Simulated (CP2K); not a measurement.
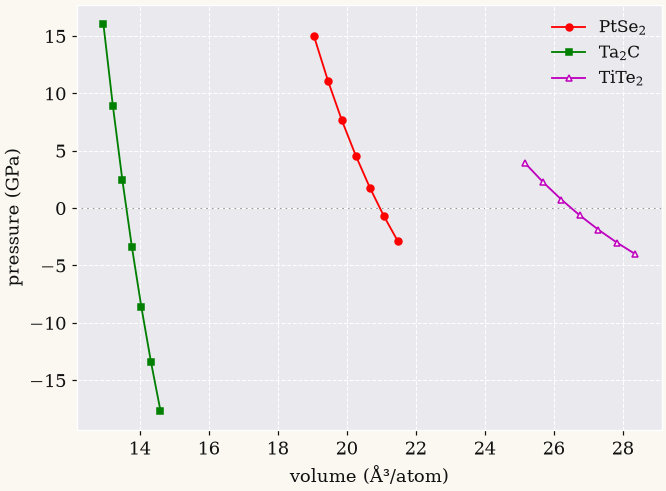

The picture above shows the pressure against volume, with one curve for each compound, for PtSe₂, Ta₂C and TiTe₂ (all in space group P-3m1 (No. 164)).

Calculation (CP2K 2026.2): DFT in Gaussian orbitals with a plane-wave density, no spin polarisation; energies at scaled volumes of the given cell, shape and fractions fixed, counted from the fit's minimum, third-order Birch-Murnaghan fit. Level: PBEsol.

| setting | value |
| --- | --- |
| occupations | Fermi–Dirac |
| smearing width | 0.05 eV |
| potentials | GTH PBE with UZH TZVP basis |
| density cutoff | 6123 eV |

Settings that differ: PtSe2: k mesh 8×8×5; Ta2C: k mesh 10×10×6; TiTe2: k mesh 8×8×4.

### Order the curves by fitted equilibrium volume, smallest first.

Ta₂C 13.610, PtSe₂ 20.958, TiTe₂ 26.499 Å³/atom.

### Order the curves by fitted bulk modulus, smallest first.

TiTe₂ 68.1, PtSe₂ 124.7, Ta₂C 290.5 GPa.

Caveats: spin-orbit coupling left out, heavy elements (PtSe2); shape and atomic fractions are frozen while scaling, which makes layered, chain and framework solids too stiff.
